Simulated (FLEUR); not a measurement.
System: Br, space group Cmce (No. 64).

The given structure:
```xyz
4
Lattice="3.3632 -2.3226 0.0000 3.3632 2.3226 0.0000 0.0000 0.0000 8.7023" Properties=species:S:1:pos:R:3 pbc="T T T"
Br    3.3632    0.6266    3.3948
Br    3.3632    1.6959    7.7459
Br    3.3632   -0.6266    5.3075
Br    3.3632   -1.6959    0.9564
```

How it was computed, with FLEUR MaX-R8.1 (later development tree): all-electron LAPW DFT, no spin polarisation; energies at scaled volumes of the given cell, shape and fractions fixed, counted from the fit's minimum, third-order Birch-Murnaghan fit. Level: PBEsol.

- k mesh: 7×7×3
- occupations: Fermi–Dirac
- smearing width: 0.05 eV
- potentials: all electron
- program settings: basis FLAPW, kmax 5.05 1/bohr

What does the calculation give for the energy against volume? The volume takes the values 31.95, 32.63, 33.31, 33.99, 34.67, 35.35, 36.03 Å³/atom.

A third-order Birch–Murnaghan fit gives V0 = 34.13 Å³/atom, B0 = 26.9 GPa and B′ = 4.8. The energy is 13.34 meV/atom at volume 31.95 Å³/atom and 7.95 meV/atom at 36.03 Å³/atom; the lowest computed point is at volume 33.99 Å³/atom (0.05 meV/atom), in a single well.

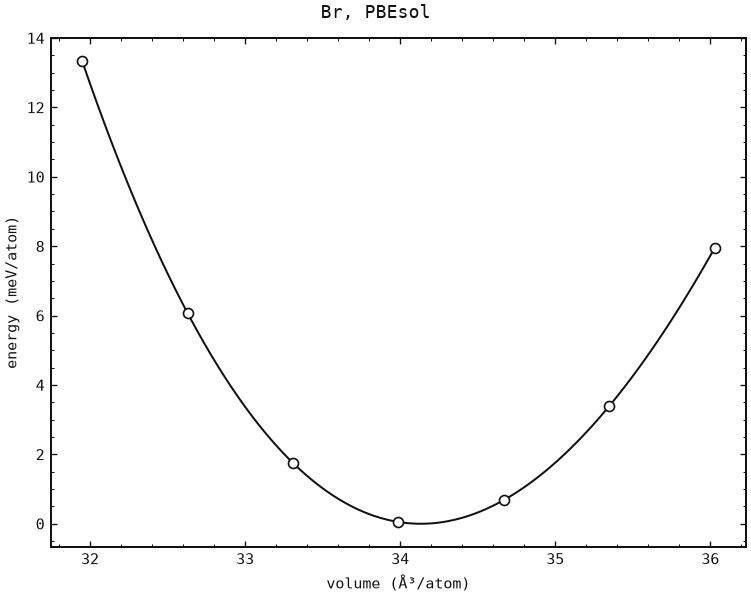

Caveats: shape and atomic fractions are frozen while scaling, which makes layered, chain and framework solids too stiff.
